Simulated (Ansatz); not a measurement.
The coordinates of a crystal:

```xyz
12
Lattice="5.4482 0.0000 0.0000 0.0000 5.4482 0.0000 0.0000 0.0000 5.4482" Properties=species:S:1:pos:R:3 pbc="T T T"
Si    1.3621    1.3621    1.3621
Si    1.3621    4.0862    1.3621
Ni    0.0000    0.0000    0.0000
Si    1.3621    4.0862    4.0862
Si    1.3621    1.3621    4.0862
Ni    0.0000    2.7241    2.7241
Si    4.0862    1.3621    4.0862
Si    4.0862    4.0862    4.0862
Ni    2.7241    0.0000    2.7241
Si    4.0862    4.0862    1.3621
Si    4.0862    1.3621    1.3621
Ni    2.7241    2.7241    0.0000
```

**Describe what this structure looks like.**

The material is Si₂Ni. Space group: Fm-3m (No. 225). Lattice: face-centred cubic. In terms of structure types, this is fluorite (CaF₂ type). Atoms per cell: 12 (8 Si, 4 Ni). The coordination shell of Si holds four Ni in a tetrahedral arrangement at 2.36 Å. Ni bonds to eight Si in a cubic arrangement at 2.36 Å. The bonds build a three-dimensional framework.

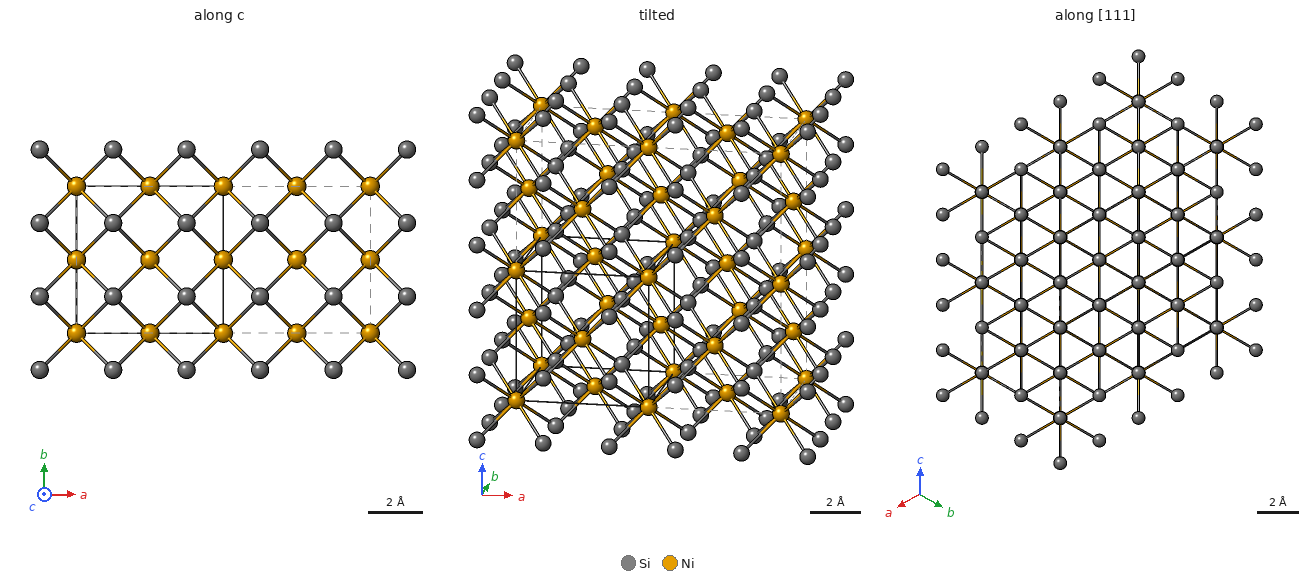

The image is a ball-and-stick drawing of a crystal, viewed along the c axis, slightly off an axis and along [111]. The structure is repeated 2×1×2 times; solid lines mark one conventional unit cell. Some neighbours outside the box are added. Colours: silicon grey, nickel orange.

Provenance: a structure listed in the Materials Project, with elements exchanged, so it need not be a known form of the compound. Relaxation method: DFT PBE, scalar-relativistic, plane waves, PAW in Ansatz.
